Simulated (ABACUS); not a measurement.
**Run report: Re, geometry relaxation (part 2 of 4)**

Continued. System: Re (P6₃/mmc, 2 atoms in the cell). Method: Kohn-Sham DFT of a periodic cell, PBE, SG15 ONCV 1.2 PBE, no spin polarisation (ABACUS 3.10.1); cutoff 1360.57 eV, 10×10×6 k-mesh, fermi-dirac of 0.05 eV. The structure derives from an entry of the Crystallography Open Database.

Geometry of the input (Å; fractional positions):
```
2.7608  0.0000  0.0000
-1.3804  2.3909  0.0000
0.0000  0.0000  4.4582
Re 0.6667  0.3333  0.7500
Re 0.3333  0.6667  0.2500
```

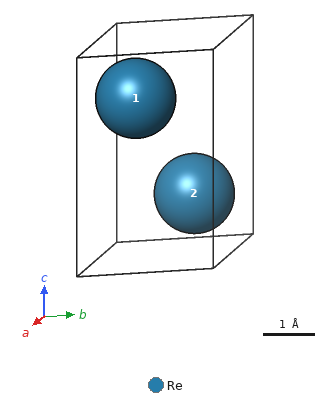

*The starting structure (spheres-only view of the cell of the calculation, seen slightly off an axis; atoms are numbered from 1 in the order of the input).*

## Output, continued
```
----------------------------------------------------------
     Energy           Rydberg                 eV
----------------------------------------------------------
 E_KohnSham     -319.6860199029      -4349.5514416215
 E_Harris       -319.6858126562      -4349.5486218853
 E_Fermi        1.7692574034         24.0719819152
----------------------------------------------------------

 LCAO ALGORITHM --------------- ION=   1  ELEC=   5--------------------------------

 Density error is 6.55690096456e-06
----------------------------------------------------------
     Energy           Rydberg                 eV
----------------------------------------------------------
 E_KohnSham     -319.6860199085      -4349.5514416976
 E_Harris       -319.6860426439      -4349.5517510277
 E_Fermi        1.7692630692         24.0720590025
----------------------------------------------------------

 LCAO ALGORITHM --------------- ION=   1  ELEC=   6--------------------------------

 Density error is 8.85104926107e-07
----------------------------------------------------------
     Energy           Rydberg                 eV
----------------------------------------------------------
 E_KohnSham     -319.6860199087      -4349.5514417000
 E_Harris       -319.6860152171      -4349.5513778671
 E_Fermi        1.7692631964         24.0720607325
----------------------------------------------------------

 LCAO ALGORITHM --------------- ION=   1  ELEC=   7--------------------------------

 Density error is 9.61457870977e-08
----------------------------------------------------------
     Energy           Rydberg                 eV
----------------------------------------------------------
 E_KohnSham     -319.6860199086      -4349.5514416984
 E_KS(sigma->0) -319.6855014028      -4349.5443870644
 E_Harris       -319.6860211233      -4349.5514582258
 E_band         -10.4174046503       -141.7360616160
 E_one_elec     -43.7866100108       -595.7473922501
 E_Hartree      39.0866811170        531.8015791005
 E_xc           -34.3234836382       -466.9949526893
 E_Ewald        -280.6615703650      -3818.5965665917
 E_entropy(-TS) -0.0010370117        -0.0141092678
 E_descf        0.0000000000         0.0000000000
 E_exx          0.0000000000         0.0000000000
 E_Fermi        1.7692632844         24.0720619306
----------------------------------------------------------

 charge density convergence is achieved
 final etot is -4349.5514417 eV
 EFERMI = 24.072061931 eV

 STATE ENERGY(eV) AND OCCUPATIONS    NSPIN == 1
[... levels at 56 further k points ...]

 correction force for each atom along direction 1 is 6.68146e-14
 correction force for each atom along direction 2 is 1.07567e-13
 correction force for each atom along direction 3 is 4.51306e-14
------------------------------------------------------------------------------------------
 TOTAL-FORCE (eV/Angstrom)
------------------------------------------------------------------------------------------
                       Re1         0.0000000000         0.0000000000         0.0000000000
                       Re2         0.0000000000         0.0000000000         0.0000000000
------------------------------------------------------------------------------------------

----------------------------------------------------------------
 TOTAL-STRESS (KBAR)
----------------------------------------------------------------
        64.1927492503        -0.0000000000         0.0000000000
        -0.0000000000        64.1927492486        -0.0000000000
        -0.0000000000        -0.0000000000        67.8336311925
----------------------------------------------------------------
 TOTAL-PRESSURE: 65.406377 KBAR

 Largest gradient in force is 0.000000 eV/A.
 Threshold is 0.020000 eV/A.

 Largest gradient in stress is 67.833631 kbar.
 Threshold is 0.200000 kbar.

 Relaxation is not converged yet!
DIRECT COORDINATES
    atom                   x                   y                   z     mag                  vx                  vy                  vz
taud_Re1            0.6666666667        0.3333333333        0.7500000000  0.0000        0.0000000000        0.0000000000        0.0000000000
taud_Re2            0.3333333333        0.6666666667        0.2500000000  0.0000        0.0000000000        0.0000000000        0.0000000000

                          Volume (Bohr^3) = 217.025443
                             Volume (A^3) = 32.159814

 Lattice vectors: (Cartesian coordinate: in unit of a_0)
            +2.842179           +0.000000           +0.000000
            -1.421089           +2.461399           +0.000000
            +0.000000           -0.000000           +4.597065
 Reciprocal vectors: (Cartesian coordinate: in unit of 2 pi/a_0)
            +0.351843           +0.203137           -0.000000
            -0.000000           +0.406273           +0.000000
            +0.000000           -0.000000           +0.217530

 -------------------------------------------
 STEP OF RELAXATION : 2
 -------------------------------------------

[... set-up of the moved cell ...]

 LCAO ALGORITHM --------------- ION=   2  ELEC=   1--------------------------------

 Density error is 0.004185208533
----------------------------------------------------------
     Energy           Rydberg                 eV
----------------------------------------------------------
 E_KohnSham     -319.6745744916      -4349.3957188108
 E_Harris       -319.9528368720      -4353.1816727232
 E_Fermi        1.5967878885         21.7254137812
----------------------------------------------------------

[... 4 further cycles ...]
 LCAO ALGORITHM --------------- ION=   2  ELEC=   6--------------------------------

 Density error is 0.000000034735
----------------------------------------------------------
     Energy           Rydberg                 eV
----------------------------------------------------------
 E_KohnSham     -319.6747428042      -4349.3980088217
 E_KS(sigma->0) -319.6741019098      -4349.3892890054
 E_Harris       -319.6747428223      -4349.3980090683
 E_band         -15.4776767914       -210.5845961651
 E_one_elec     -55.2351836309       -751.5132274564
 E_Hartree      42.1056935405        572.8773503931
 E_xc           -34.0643916415       -463.4698252275
 E_Ewald        -272.4795792835      -3707.2748668983
 E_entropy(-TS) -0.0012817889        -0.0174396326
 E_descf        0.0000000000         0.0000000000
 E_exx          0.0000000000         0.0000000000
 E_Fermi        1.5934777134         21.6803765388
----------------------------------------------------------

 charge density convergence is achieved
 final etot is -4349.39800882172 eV
 EFERMI = 21.68037653880 eV

 STATE ENERGY(eV) AND OCCUPATIONS    NSPIN == 1
[... levels at 56 further k points ...]

 correction force for each atom along direction 1 is -0.000000
 correction force for each atom along direction 2 is 0.000000
 correction force for each atom along direction 3 is -0.000000
------------------------------------------------------------------------------------------
 TOTAL-FORCE (eV/Angstrom)
------------------------------------------------------------------------------------------
                       Re1         0.0000000000         0.0000000000         0.0000000000
                       Re2         0.0000000000         0.0000000000         0.0000000000
------------------------------------------------------------------------------------------

----------------------------------------------------------------
 TOTAL-STRESS (KBAR)
----------------------------------------------------------------
      -217.6837931546         0.0000000000         0.0000000000
        -0.0000000000      -217.6837931492         0.0000000000
        -0.0000000000        -0.0000000000      -227.7376771962
----------------------------------------------------------------
 TOTAL-PRESSURE: -221.035088 KBAR

 Largest gradient in force is 0.000000 eV/A.
 Threshold is 0.020000 eV/A.

 Largest gradient in stress is 227.737677 kbar.
 Threshold is 0.200000 kbar.

 Relaxation is not converged yet!
DIRECT COORDINATES
    atom                   x                   y                   z     mag                  vx                  vy                  vz
taud_Re1            0.6666666667        0.3333333333        0.7500000000  0.0000        0.0000000000        0.0000000000        0.0000000000
taud_Re2            0.3333333333        0.6666666667        0.2500000000  0.0000        0.0000000000        0.0000000000        0.0000000000

                          Volume (Bohr^3) = 202.168241
                             Volume (A^3) = 29.958207

 Lattice vectors: (Cartesian coordinate: in unit of a_0)
            +2.776979           +0.000000           +0.000000
            -1.388489           +2.404934           +0.000000
            +0.000000           -0.000000           +4.485807
 Reciprocal vectors: (Cartesian coordinate: in unit of 2 pi/a_0)
            +0.360104           +0.207906           -0.000000
            -0.000000           +0.415812           +0.000000
            -0.000000           -0.000000           +0.222925

 -------------------------------------------
 STEP OF RELAXATION : 3
 -------------------------------------------

[... set-up of the moved cell ...]

 LCAO ALGORITHM --------------- ION=   3  ELEC=   1--------------------------------

 Density error is 0.007084232624
----------------------------------------------------------
     Energy           Rydberg                 eV
----------------------------------------------------------
 E_KohnSham     -319.6863249768      -4349.5555923637
 E_Harris       -319.2258844597      -4343.2909777420
 E_Fermi        1.7269493398         23.4963511781
----------------------------------------------------------

[... 4 further cycles ...]
 LCAO ALGORITHM --------------- ION=   3  ELEC=   6--------------------------------

 Density error is 0.000000060553
----------------------------------------------------------
     Energy           Rydberg                 eV
----------------------------------------------------------
 E_KohnSham     -319.6867789975      -4349.5617696326
 E_KS(sigma->0) -319.6862342300      -4349.5543576905
 E_Harris       -319.6867790977      -4349.5617709964
 E_band         -11.4662187655       -156.0059097256
 E_one_elec     -46.1057122733       -627.3003972655
 E_Hartree      39.6849383869        539.9412868409
 E_xc           -34.2688801385       -466.2520339627
 E_Ewald        -278.9960354376      -3795.9358013610
 E_entropy(-TS) -0.0010895350        -0.0148238843
 E_descf        0.0000000000         0.0000000000
 E_exx          0.0000000000         0.0000000000
 E_Fermi        1.7327860009         23.5757630266
----------------------------------------------------------

 charge density convergence is achieved
 final etot is -4349.56176963262 eV
 EFERMI = 23.57576302662 eV

 STATE ENERGY(eV) AND OCCUPATIONS    NSPIN == 1
[... levels at 56 further k points ...]

 correction force for each atom along direction 1 is -0.000000
 correction force for each atom along direction 2 is 0.000000
 correction force for each atom along direction 3 is -0.000000
------------------------------------------------------------------------------------------
 TOTAL-FORCE (eV/Angstrom)
------------------------------------------------------------------------------------------
                       Re1         0.0000000000         0.0000000000         0.0000000000
                       Re2         0.0000000000         0.0000000000         0.0000000000
------------------------------------------------------------------------------------------

----------------------------------------------------------------
 TOTAL-STRESS (KBAR)
----------------------------------------------------------------
        -2.1081709842        -0.0000000000        -0.0000000000
        -0.0000000000        -2.1081709842         0.0000000000
        -0.0000000000         0.0000000000        -2.1542555968
----------------------------------------------------------------
 TOTAL-PRESSURE: -2.123533 KBAR

 Largest gradient in force is 0.000000 eV/A.
 Threshold is 0.020000 eV/A.

 Largest gradient in stress is 2.154256 kbar.
 Threshold is 0.200000 kbar.

 Relaxation is not converged yet!
DIRECT COORDINATES
    atom                   x                   y                   z     mag                  vx                  vy                  vz
taud_Re1            0.6666666667        0.3333333333        0.7500000000  0.0000        0.0000000000        0.0000000000        0.0000000000
taud_Re2            0.3333333333        0.6666666667        0.2500000000  0.0000        0.0000000000        0.0000000000        0.0000000000

                          Volume (Bohr^3) = 202.168241
                             Volume (A^3) = 29.958207

 Lattice vectors: (Cartesian coordinate: in unit of a_0)
            +2.776979           -0.000000           +0.000000
            -1.388489           +2.404934           +0.000000
            +0.000000           -0.000000           +4.485807
 Reciprocal vectors: (Cartesian coordinate: in unit of 2 pi/a_0)
            +0.360104           +0.207906           -0.000000
            +0.000000           +0.415812           +0.000000
            -0.000000           -0.000000           +0.222925

 -------------------------------------------
 STEP OF RELAXATION : 4
 -------------------------------------------

[... set-up of the moved cell ...]

 LCAO ALGORITHM --------------- ION=   4  ELEC=   1--------------------------------

 Density error is 0.003118276123
----------------------------------------------------------
     Energy           Rydberg                 eV
----------------------------------------------------------
 E_KohnSham     -319.6866903947      -4349.5605641302
 E_Harris       -319.8907026502      -4352.3362932669
 E_Fermi        1.7353205114         23.6102468113
----------------------------------------------------------

[... 4 further cycles ...]
 LCAO ALGORITHM --------------- ION=   4  ELEC=   6--------------------------------

 Density error is 0.000000025068
----------------------------------------------------------
     Energy           Rydberg                 eV
----------------------------------------------------------
 E_KohnSham     -319.6867789977      -4349.5617696352
 E_KS(sigma->0) -319.6862342302      -4349.5543576933
 E_Harris       -319.6867790290      -4349.5617700615
 E_band         -11.4662186884       -156.0059086760
 E_one_elec     -46.1057121892       -627.3003961212
 E_Hartree      39.6849383763        539.9412866962
 E_xc           -34.2688801374       -466.2520339482
 E_Ewald        -278.9960355123      -3795.9358023781
 E_entropy(-TS) -0.0010895350        -0.0148238839
 E_descf        0.0000000000         0.0000000000
 E_exx          0.0000000000         0.0000000000
 E_Fermi        1.7327860013         23.5757630321
----------------------------------------------------------

 charge density convergence is achieved
 final etot is -4349.56176963523 eV
 EFERMI = 23.57576303210 eV

 STATE ENERGY(eV) AND OCCUPATIONS    NSPIN == 1
[... levels at 56 further k points ...]

 correction force for each atom along direction 1 is -0.000000
 correction force for each atom along direction 2 is 0.000000
 correction force for each atom along direction 3 is 0.000000
```
